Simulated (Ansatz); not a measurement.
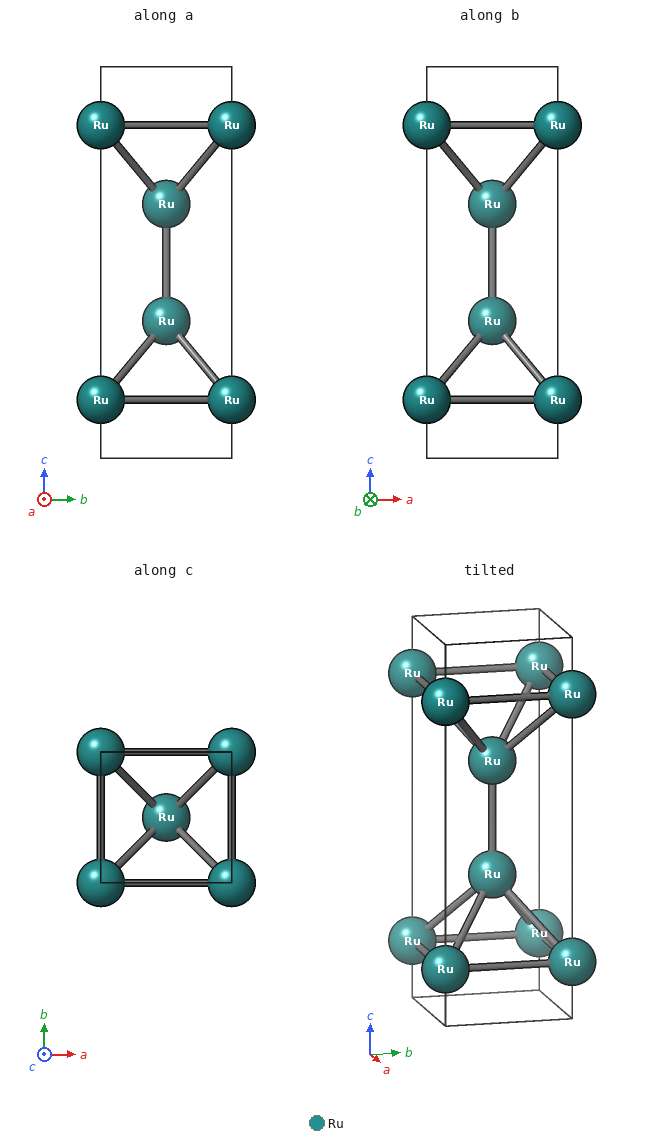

Drawn in the ball-and-stick manner and seen along the a axis, along the b axis, along the c axis and slightly off an axis. The conventional unit cell is drawn as a box.

Lattice parameters: a = 2.742 Å, b = 2.742 Å, c = 8.201 Å, α = 90.00°, β = 90.00°, γ = 90.00°. Put a along x and b in the xy plane.

> Express the structure as a POSCAR file, with free fractional coordinates to two decimals.

```
Ru
1.0
     2.742    0.000    0.000
     0.000    2.742    0.000
     0.000    0.000    8.201
Ru
4
Direct
  0.00 0.00 0.15
  0.50 0.50 0.35
  0.50 0.50 0.65
  0.00 0.00 0.85
```

Starting structure: a structure type filled with this element by a generator (whether the element takes this form wasn't checked). What is shown is the relaxed result from DFT PBE, scalar-relativistic, plane waves, PAW (Ansatz 0.2.0).
